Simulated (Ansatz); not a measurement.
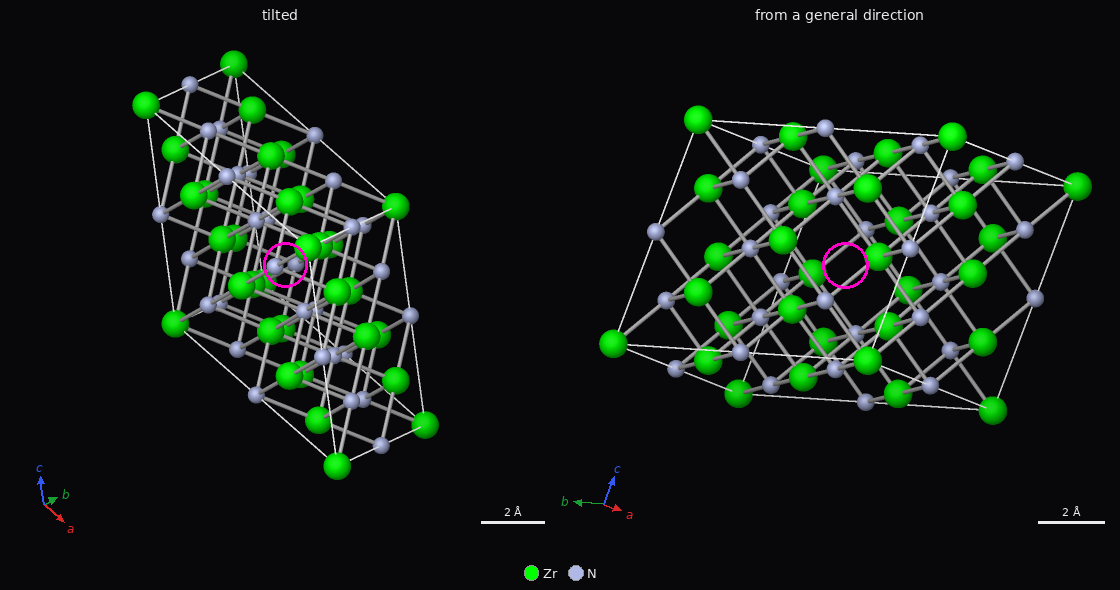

Ball-and-stick drawing of the structure, looking slightly off an axis and from a general direction. Lines trace the edges of the supercell. The host is ZrN, in a cell of 32 sites, and the cell is neutral. A ring marks the defect's site.

Question: How does this supercell depart from the perfect host?

Answer: A nitrogen vacancy. Around the empty site lie six Zr at about 2.3 Å.

The atoms were relaxed in the host's cell with DFT PBE, scalar-relativistic, plane waves, PAW in Ansatz 0.2.0.
